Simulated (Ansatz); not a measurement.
Consider Cu (slab).

Input

```
crystal:
  lattice:
    - [2.5340966698, 0.0, 0.0]
    - [-1.2670483349, 2.1945920917, 0.0]
    - [0.0, 0.0, 27.337713]
  atoms:
    - { symbol: Cu, position: [0.66666667, 0.33333334, 0.2743462849] }
    - { symbol: Cu, position: [0.33333333, 0.66666666, 0.34956419] }
    - { symbol: Cu, position: [0.66666667, 0.33333334, 0.424782095] }
    - { symbol: Cu, position: [0.33333333, 0.66666666, 0.5] }
    - { symbol: Cu, position: [0.66666667, 0.33333334, 0.575217905] }
    - { symbol: Cu, position: [0.33333333, 0.66666666, 0.65043581] }
    - { symbol: Cu, position: [0.66666667, 0.33333334, 0.7256537151] }
hamiltonian:
  xc: pbe
  pseudopotentials: { kind: paw }
kpoints:
  mp_grid: { grid: [12, 12, 1] }
scf:
  occupations: { method: fermi_dirac, width: 0.05 }
output:
  forces: true
  eigenvalues: true
  write_density: true
  write_potential: true
  elf: true
  volumetric_format: npy
efield:
  axis: 3
  dipole_correction: true
  ramp_width: 0.04
```

Launched as:

```sh
ansatz run input.yaml --threads 4 --pin off --max-ram 11264MiB --backend cpu --events-out ev --progress --plain --runs-dir out
```

Level of theory: Ansatz, Kohn-Sham DFT of a periodic cell, PBE, Ansatz PAW.

Predict the valence pseudo-density and electron localisation function between the atoms.

Answer. Cu–Cu (2.52 Å): ρ at the midpoint is about 0.28 e/Å³; the ELF is about 0.20 at the midpoint: no shared electron pair shows on this line.

Does the calculation make it a metal, or give it a gap?

Answer. It is gapless in this calculation (a metal or semimetal).

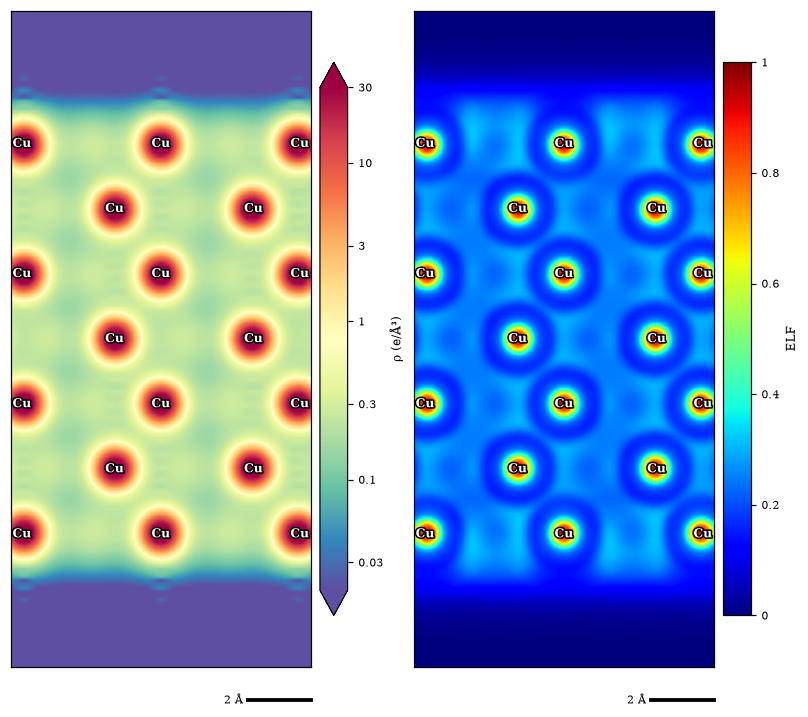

Computed valence pseudo-density and electron localisation function on the (110) plane of the calculation cell, a cut from vacuum to vacuum, in this order. 

The density is the valence pseudo-density of a PAW calculation; it isn't the true density close to the nuclei.
